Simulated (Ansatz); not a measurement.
System: NaCl, space group I4/mmm, 2 atoms in the cell, uniaxial (x) strain +5.9%.

Space group I4/mmm (No. 139). a = 3.964 Å, b = 3.964 Å, c = 5.937 Å, α = 90.00°, β = 90.00°, γ = 90.00°
```tsv
atom	site	symmetry	x	y	z
Na	2a	4/mmm	0.0000	0.0000	0.0000
Cl	2b	4/mmm	0.5000	0.5000	0.0000
```

Ansatz 0.2.0; DFT, PBE, plane waves, PAW, no spin polarisation, 8×8×8 k mesh, 420 eV cutoff, Fermi-Dirac smearing of 0.02 eV.

What does the calculation give for the electronic structure?

There is a gap; over the k points computed it is 4.94 eV (direct among those points). The upper group of valence states starts about 1.8 eV under the valence-band top, with a gap beneath it; it holds about 6 electrons a cell. Within the window shown, the tallest peak of the filled states lies 0.4 eV under the valence-band top, at about 6.2 states per eV and cell.

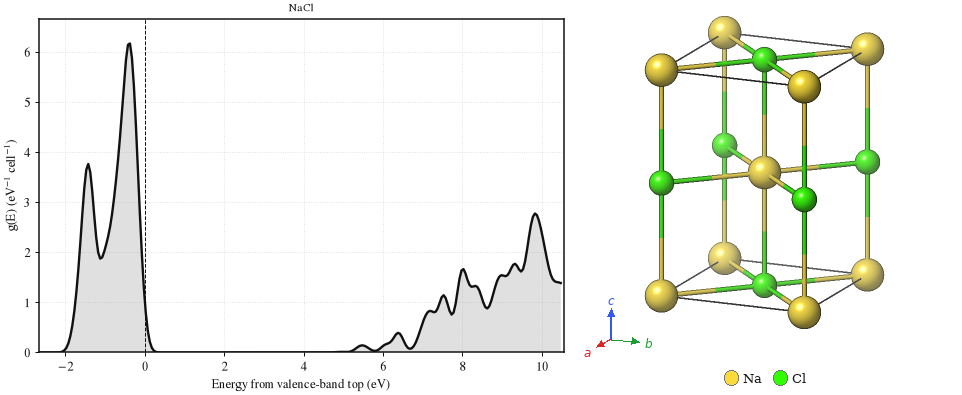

Density of states, beside the structure. Energies are counted from the top of the valence band. The curve is built from the levels of the k mesh with Gaussians 0.3 eV wide, which also blur the band edges.
